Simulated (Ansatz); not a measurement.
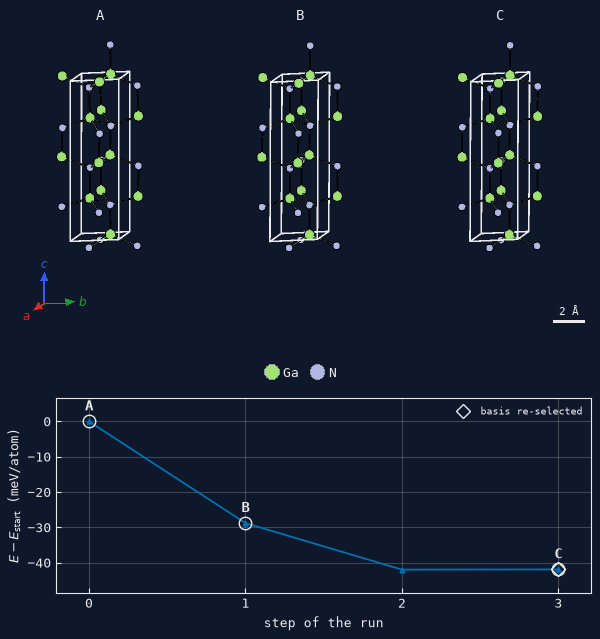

Frames of a relaxation of crystalline GaN (set up in P1) (coarse preliminary run), marked on the history of the run. A ball-and-stick model of the cell of the calculation, seen slightly off an axis.

All numbers below come from Ansatz 0.2.0, DFT PBE, scalar-relativistic, plane waves, PAW. Settings: plane-wave cutoff 420 eV; k-point mesh 6 × 6 × 2; occupations gaussian; smearing width 0.1 eV; no spin polarisation; cell and atoms relaxed; force threshold 0.025 eV/Å; at most 60 steps.

**What happens along the run?**

The energy falls by 41.9 meV per atom in 2 accepted moves (3 points after the start). Largest force component: 1.2 eV/Å at the start, 0.016 eV/Å at the end. Pressure: −0.24 GPa at the start and −0.13 GPa at the end. The SCF was repeated once at an unchanged geometry on a basis and grid sized afresh for the cell, which shifted the energy by 0.1 meV per atom at most. An N atom moves most relative to the cell: 0.11 Å roughly along [−3 −2 1]. Largest moves by element: N 0.11 Å, Ga 0.07 Å. Cell: a 3.154 → 3.217 Å (+2.0 %), b 3.258 → 3.219 Å (−1.2 %), c 10.536 → 10.490 Å (−0.4 %), α 90.3° → 90.0°, β 90.2° → 90.0°, γ 119.0° → 120.0°. Volume −0.6 %. Near-neighbour distances that change, for instance: Ga–N 2.124 → 1.968 Å, Ga–N 1.885 → 1.967 Å, Ga–N 2.047 → 1.968 Å, Ga–N 1.917 → 1.974 Å. Among the angles between lasting bonds that change: N–Ga–N 102.4° → 109.7°, Ga–N–Ga 102.4° → 109.7°, N–Ga–N 103.2° → 109.7°. The space group (tolerance 0.01 Å) goes from P1 (No. 1) to P6_3mc (No. 186). The run took 55 s on 1 thread of Intel(R) Xeon(R) Platinum 8259CL CPU @ 2.50GHz (Skylake/Cascade Lake) (shared host), peak memory 0.44 GiB. From step 0 to 1: an N atom moves most (0.07 Å), volume −0.3 %, energy −28.8 meV per atom. From step 1 to 3: an N atom moves most (0.05 Å), volume −0.4 %, energy −13.1 meV per atom.

```csv
step,"E − E(0), meV/atom","largest force component, eV/Å","pressure, GPa","volume, Å³/atom",note
0,0.00,1.2274,-0.24,11.838,
1,-28.76,0.7808,-0.30,11.807,
2,-41.93,0.0163,-0.13,11.765,
3,-41.86,0.0159,-0.13,11.765,"same geometry, new basis"
```
